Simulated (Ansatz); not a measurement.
Read the following structure.

```cif
data_structure
_symmetry_space_group_name_H-M 'P 1'
_symmetry_Int_Tables_number 1
_cell_length_a 3.6274
_cell_length_b 3.6274
_cell_length_c 5.8868
_cell_angle_alpha 90.000
_cell_angle_beta 90.000
_cell_angle_gamma 120.000
_cell_volume 67.08
loop_
_atom_site_label
_atom_site_type_symbol
_atom_site_fract_x
_atom_site_fract_y
_atom_site_fract_z
_atom_site_occupancy
Zr1 Zr 0.00000 0.00000 0.00000 1
S1 S 0.33333 0.66667 0.75316 1
S2 S 0.66667 0.33333 0.24684 1
```

Question: Before looking at a picture, describe the arrangement of atoms.

Answer: The stoichiometry is ZrS₂. The symmetry is that of P-3m1 (No. 164), on a primitive hexagonal lattice. This arrangement goes by the name cadmium iodide (CdI₂, 1T) type. Atoms per cell: 3 (1 Zr, 2 S). Around each Zr lie six S in an octahedral arrangement at 2.55 Å. Each S has three Zr in a trigonal pyramidal arrangement at 2.55 Å. Not all metal-metal contacts are counted. The bonds build ZrS2 layers parallel to (001).

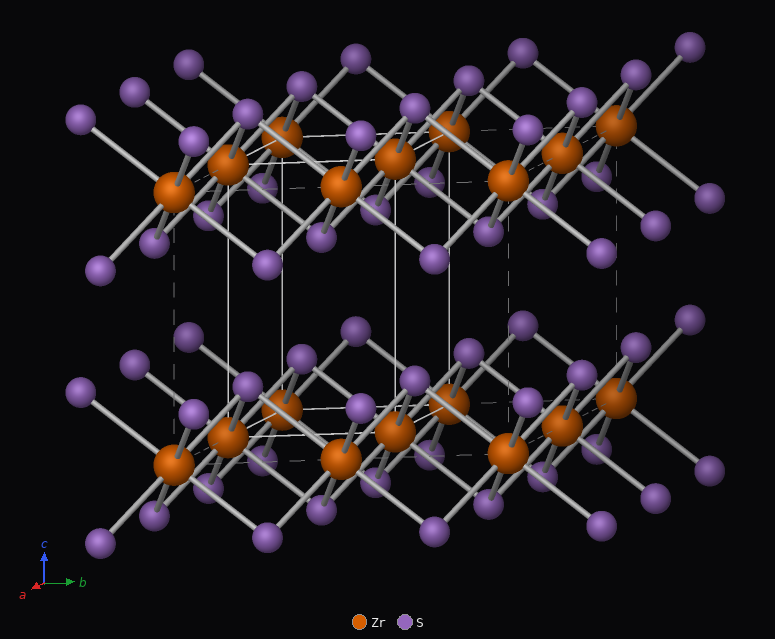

The crystal in a ball-and-stick representation, seen slightly off an axis. The solid box is one conventional unit cell, and 2×2×1 cells are shown. A few atoms beyond the faces are included.

Origin of the cell: a structure listed in the Materials Project, with elements exchanged, so it need not be a known form of the compound. Relaxation method: DFT PBEsol, scalar-relativistic, plane waves, PAW in Ansatz 0.2.0.
